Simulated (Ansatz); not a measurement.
Ga₃P

```yaml
crystal:
  lattice:
    - [5.31252, 0.00000, 0.00000]
    - [0.00000, 5.31252, 0.00000]
    - [0.00000, 0.00000, 5.31252]
  atoms:
    - { symbol: Ga, position: [0.00000, 0.50000, 0.25000] }
    - { symbol: Ga, position: [0.00000, 0.50000, 0.75000] }
    - { symbol: Ga, position: [0.25000, 0.00000, 0.50000] }
    - { symbol: Ga, position: [0.75000, 0.00000, 0.50000] }
    - { symbol: Ga, position: [0.50000, 0.75000, 0.00000] }
    - { symbol: Ga, position: [0.50000, 0.25000, 0.00000] }
    - { symbol: P, position: [0.00000, 0.00000, 0.00000] }
    - { symbol: P, position: [0.50000, 0.50000, 0.50000] }
```

Space group Pm-3n; started from the A15_223 prototype, which need not be the ambient phase.

Computed with DFT PBE, scalar-relativistic, plane waves, PAW in Ansatz 0.2.0.

> Predict the valence pseudo-density and electron localisation function between the atoms.

Ga–Ga (2.66 Å): ρ is about 0.33 e/Å³ halfway, with its minimum of 0.24 e/Å³ about 1.5 Å from Ga; the ELF is about 0.50 at the midpoint.
Ga–P (2.97 Å): ρ is about 0.19 e/Å³ halfway; the ELF peaks at about 0.85 in the valence shell of P, 0.8 Å from its nucleus, and drops to about 0.25 between the two atoms.

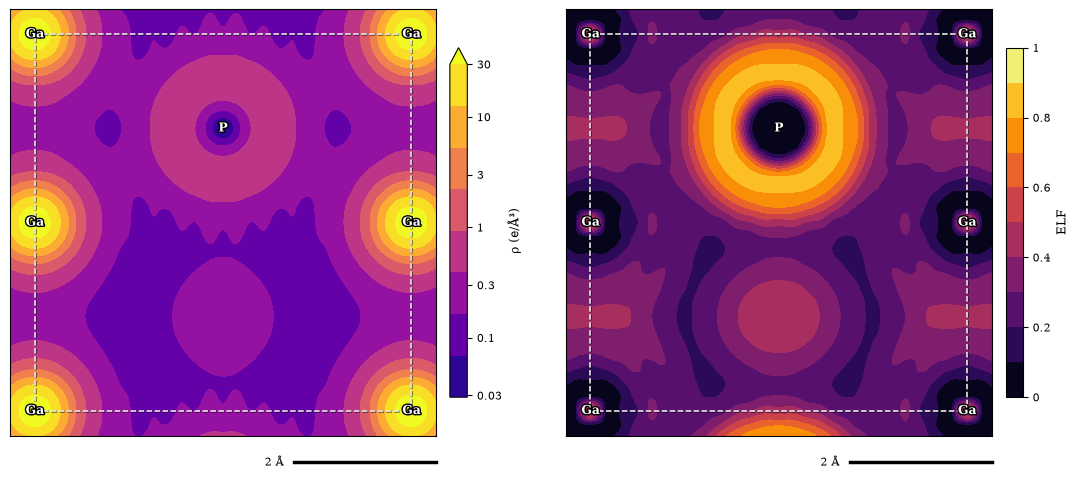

Computed valence pseudo-density and electron localisation function on the (100) plane of the conventional cell, in this order. 

In a PAW calculation such maps are meaningful between the atoms, not at the nuclei.
